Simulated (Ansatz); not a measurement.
A periodic structure is given below.

```xyz
8
Lattice="4.6913 0.0000 0.0000 0.0000 5.3752 0.0000 -1.7679 0.0000 4.8098" Properties=species:S:1:pos:R:3 pbc="T T T"
Si    2.3457    3.9980    0.0000
Si    2.3457    0.9410    0.0000
Si    2.7732    0.2181    2.8373
Si    0.1502    0.2181    1.9725
Si    0.0000    1.3104    0.0000
Si    0.0000    3.6285    0.0000
Si    0.4275    2.9057    2.8373
Si    2.4959    2.9057    1.9725
```

Question: What crystal do these data define?

Answer: The element is silicon. Its lattice is base-centred monoclinic, its space group C2 (No. 5). The cell holds eight atoms. Si takes three kinds of site: 2a with five Si in a distorted trigonal bipyramidal arrangement at 2.26 to 2.37 Å; 2a with three Si at 2.32 to 2.37 Å; 4c with two Si in a bent arrangement at 2.24 to 2.26 Å. The bonds build a three-dimensional framework.

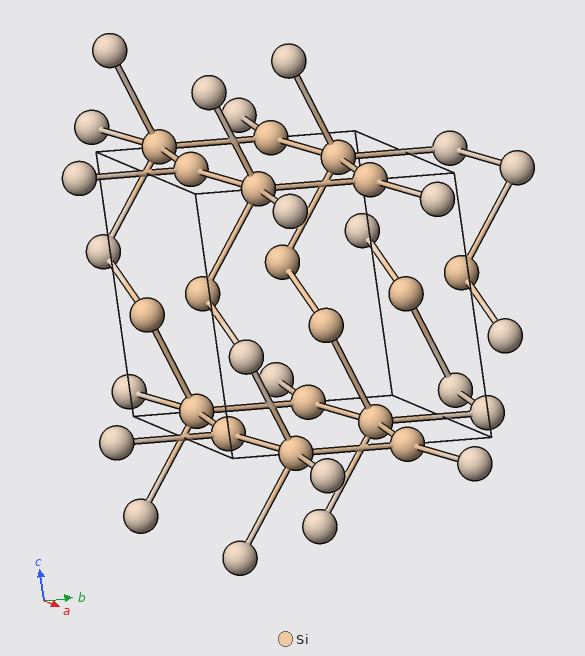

The crystal in a ball-and-stick representation, seen slightly off an axis. Thin lines show the conventional unit cell, with boundary atoms drawn in all their periodic places. Atoms just outside the outline that bond to atoms inside are added, in fainter colours. Colours: silicon light orange.

The starting point was a structure listed in the Materials Project. The cell was then strained or its atoms displaced on purpose. Ansatz was used for an electronic-structure calculation on it.

At this level of theory the cell isn't at rest (compressed, at 8 GPa and forces up to 1.7 eV/Å), so its distances can differ from those at equilibrium, the more so the softer the solid.
